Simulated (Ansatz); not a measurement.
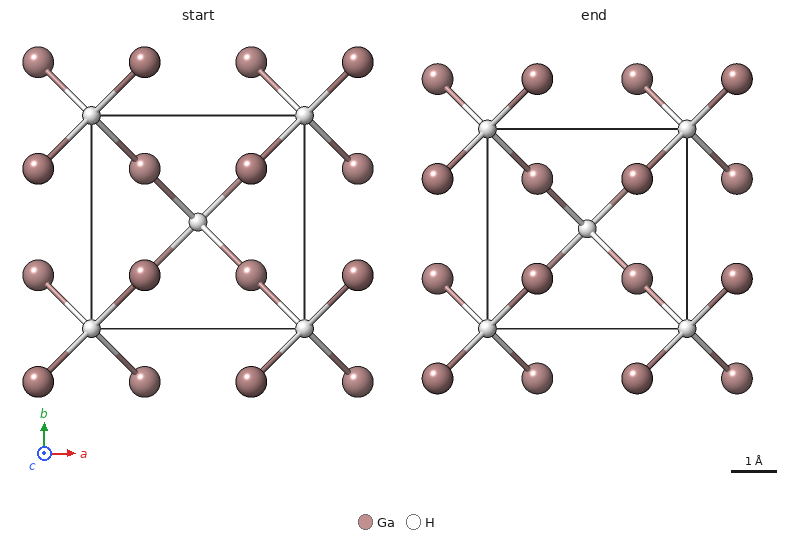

The structure of crystalline Ga₂H (a generated structure, set up in Pn-3m) (coarse preliminary run) before (left) and after (right) a relaxation, at one scale.

A ball-and-stick model of the cell of the calculation, seen along the c axis.

These are results of DFT PBE, scalar-relativistic, plane waves, PAW (Ansatz 0.2.0), not measurements. Settings: plane-wave cutoff 420 eV; k-point mesh 4 × 4 × 4; occupations gaussian; smearing width 0.1 eV; no spin polarisation; cell and atoms relaxed; force threshold 0.04 eV/Å; at most 70 steps.

Summarise the run.

The atoms keep their places relative to the cell (all moves are under 0.005 Å). The volume changes by −17.8 %, with a = b = c 4.766 → 4.464 Å (−6.3 %). Among the contacts that change: Ga–H 2.064 → 1.933 Å. The space group stays Pn-3m (No. 224). The energy falls by 0.408 eV per cell of the calculation in 2 accepted moves (4 points after the start). All forces vanish by symmetry, so only the cell relaxes. The pressure goes from −4.93 to −0.27 GPa. The line search rejected the trial step at point 2 of the run. The SCF was repeated once at an unchanged geometry on a basis and grid sized afresh for the cell, which shifted the energy by 7.6 meV per cell of the calculation at most.
